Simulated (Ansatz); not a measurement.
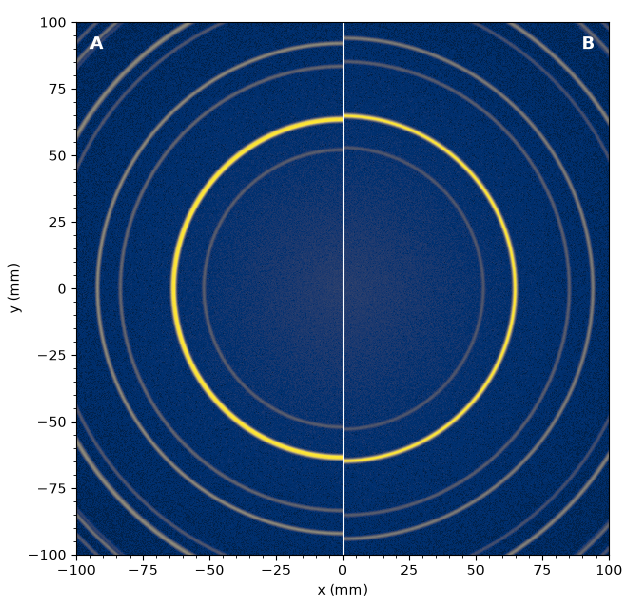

Simulated X-ray powder rings on a flat area detector normal to the beam: λ = 0.4959 Å, sample-to-detector distance 250 mm, axes in mm from the beam centre, for a fine-grained powder without texture. Kinematic intensities with B = 1.0 Å² for all atoms, without absorption; brightness goes as intensity to the power 0.4, clipped at the top, with counting noise. Reflections closer than the ring width show as one ring. The left and right halves show two different samples, each scaled to its strongest ring.

Both are Ni in P6/mmm, with cells of different size. Origins: A, the geometry relaxed with DFT, revPBE, plane waves (420 eV) with PAW, scalar-relativistic in Ansatz 0.2.0; the starting structure was generated, so it need not be a known form of this composition; B, the geometry relaxed with DFT, m-r2SCAN, plane waves (500 eV) with PAW, scalar-relativistic (Ansatz); the starting structure was generated, so it need not be a known form of this composition.

> Which half has the larger cell, and by how much?

Half A: the volume of B is 5.7 % smaller than that of A, and a larger cell draws the rings inwards on average.
A: a = 4.021 Å, b = 4.021 Å, c = 2.420 Å, α = 90.00°, β = 90.00°, γ = 120.00°; 001 at 52.0 mm (d = 2.42 Å), 110 + 101 at 63.5 mm (d = 2.01 + 1.987 Å), 111 at 83.4 mm (d = 1.547 Å), 201 at 92.0 mm (d = 1.413 Å).
B: a = 3.934 Å, b = 3.934 Å, c = 2.385 Å, α = 90.00°, β = 90.00°, γ = 120.00°; 001 at 52.8 mm (d = 2.38 Å), 110 + 101 at 64.8 mm (d = 1.967 + 1.954 Å), 111 at 85.1 mm (d = 1.517 Å), 201 at 94.0 mm (d = 1.386 Å).
